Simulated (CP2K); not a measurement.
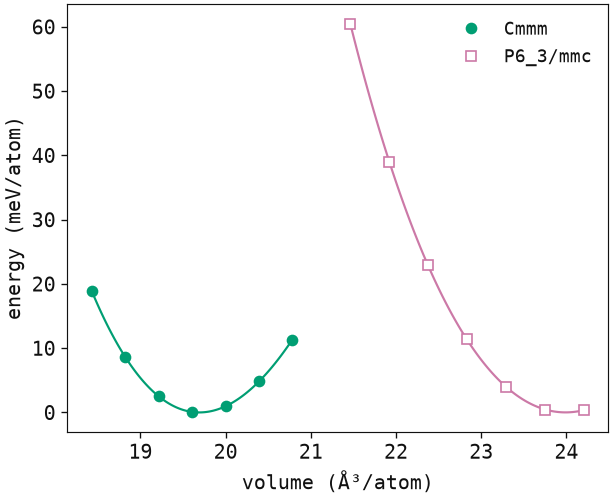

Plotted: energy against volume, with one curve for each structure, for Ge. Each energy curve has its own zero, so the curves don't rank the structures.

Method: DFT in Gaussian orbitals with a plane-wave density, no spin polarisation; energies at scaled volumes of the given cell, shape and fractions fixed, counted from the fit's minimum, third-order Birch-Murnaghan fit (CP2K 2026.2). Level: PBE.

occupations Fermi–Dirac; smearing width 0.05 eV; potentials GTH PBE with UZH TZVP basis; density cutoff 6123 eV.

Settings that differ: Cmmm: k mesh 11×11×10; P6_3/mmc: k mesh 8×8×4.

### Order the curves by fitted equilibrium volume, smallest first.

Cmmm 19.692, P6_3/mmc 23.990 Å³/atom.

### Order the curves by fitted bulk modulus, smallest first.

P6_3/mmc 59.4, Cmmm 66.2 GPa.

Keep in mind: shape and atomic fractions are frozen while scaling, which makes layered, chain and framework solids too stiff.

The computed values:

Cmmm:
```json
{"volume (Å³/atom)": "18.43", "energy (meV/atom)": "18.82"}
{"volume (Å³/atom)": "18.82", "energy (meV/atom)": "8.61"}
{"volume (Å³/atom)": "19.21", "energy (meV/atom)": "2.50"}
{"volume (Å³/atom)": "19.61", "energy (meV/atom)": "0.07"}
{"volume (Å³/atom)": "20.00", "energy (meV/atom)": "0.96"}
{"volume (Å³/atom)": "20.39", "energy (meV/atom)": "4.82"}
{"volume (Å³/atom)": "20.78", "energy (meV/atom)": "11.33"}
```

P6_3/mmc:
```json
{"volume (Å³/atom)": "21.46", "energy (meV/atom)": "60.50"}
{"volume (Å³/atom)": "21.92", "energy (meV/atom)": "39.03"}
{"volume (Å³/atom)": "22.38", "energy (meV/atom)": "22.86"}
{"volume (Å³/atom)": "22.83", "energy (meV/atom)": "11.35"}
{"volume (Å³/atom)": "23.29", "energy (meV/atom)": "3.99"}
{"volume (Å³/atom)": "23.75", "energy (meV/atom)": "0.44"}
{"volume (Å³/atom)": "24.20", "energy (meV/atom)": "0.36"}
```
